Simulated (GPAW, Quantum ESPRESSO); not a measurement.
The F K edge of atom 2 in NaF (Villiaumite, Fm-3m), with 6 Na at 2.32 Å (octahedral, site symmetry m-3m), was computed in 2 ways: full core hole (charged cell) and no core hole. Program and functional: Quantum ESPRESSO XSpectra, PBE, Lorentzian half width 0.3 eV up to 4 eV, rising linearly to 2.5 eV at 25 eV; cells of 2 and 12 atoms (the run without a hole in the smaller).

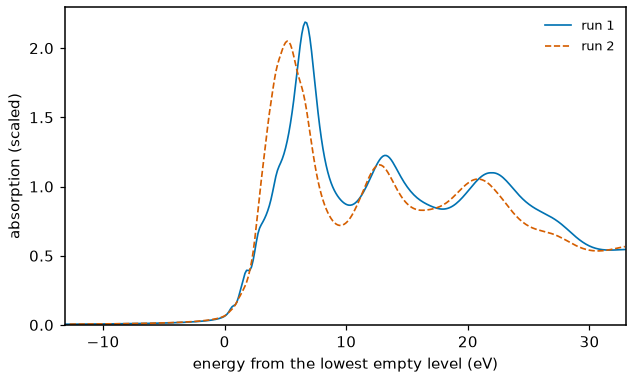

Each run is counted from its own lowest empty level or Fermi level and scaled to a mean of 1 over its first 20 eV. (XSpectra's own axis starts at xe0, in the gap; it has been shifted.)

Question: Which run is which?

Run 1: no core hole (area from −2 to 6 eV 4.5, main maxima 6.6 eV (2.19), 13.2 eV (1.22) and 21.8 eV (1.10)). Run 2: full core hole (charged cell) (area from −2 to 6 eV 6.4, main maxima 5.1 eV (2.05), 12.8 eV (1.16) and 20.8 eV (1.05)). With each curve scaled to its own mean, the area from −2 to 6 eV with the hole is 6.4 against 4.5, and the centre of weight from −1 to 20 eV moves by -0.4 eV: the hole pulls the absorber's empty states down.

[Hosts, paths, dates, database ids (printed as entryN), source tags and the programs' standing remarks are cut or masked in the printed files.]

[Lists of maxima count a maximum above −3 eV only where it reaches 4 % of the highest in the window and stands out from its surroundings by 2 % of it (1.5 % where it reaches 55 %); shoulders and weaker maxima are passed over, and of the rest the first, up to two pre-edge ones and the few strongest are named.]
